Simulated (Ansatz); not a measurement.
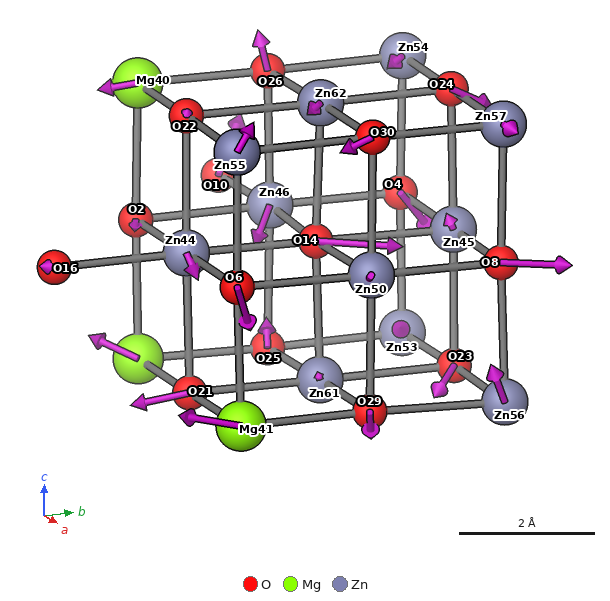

A relaxation of solid O$_{32}$Mg$_{10}$Zn$_{22}$ (a generated structure, set up in P1). The starting structure is drawn; purple arrows show the displacements, magnified 20 times.

The picture is a ball-and-stick view of the atoms within 4.2 Å of the atom that moves most (axes of the cell of the calculation), seen slightly off an axis.

The calculation used Ansatz 0.2.0, DFT, PBEsol, PAW, plane waves. Set-up: plane-wave cutoff 420 eV; k-point mesh 1 × 1 × 1; mesh shifted by (0.25, 0.25, 0.25); no spin polarisation; cell relaxed at fixed shape; force threshold 0.03 eV/Å; at most 80 steps.

Question: What happened in the run?

Answer: The largest move relative to the cell is that of an O atom, 0.067 Å along [1 2 0]. By element the largest moves are O 0.067 Å, Mg 0.060 Å, Zn 0.049 Å. The volume changes by +0.1 %, with a = b = c 8.499 → 8.501 Å (0.0 %). Some distances before and after: O–Zn 2.199 → 2.124 Å, O–Zn 2.070 → 2.136 Å, O–Zn 2.193 → 2.140 Å, O–Zn 2.090 → 2.139 Å. Among the angles between lasting bonds that change: Zn–O–Zn 176.3° → 179.8°, Zn–O–Zn 176.7° → 180.0°, O–Zn–O 92.1° → 89.1°. The space group stays P1 (No. 1). After 4 geometry steps the energy has fallen by 6.7 meV per atom. Largest force component: 0.71 eV/Å at the start, 0.0027 eV/Å at the end. The pressure goes from 0.52 to 0.01 GPa.
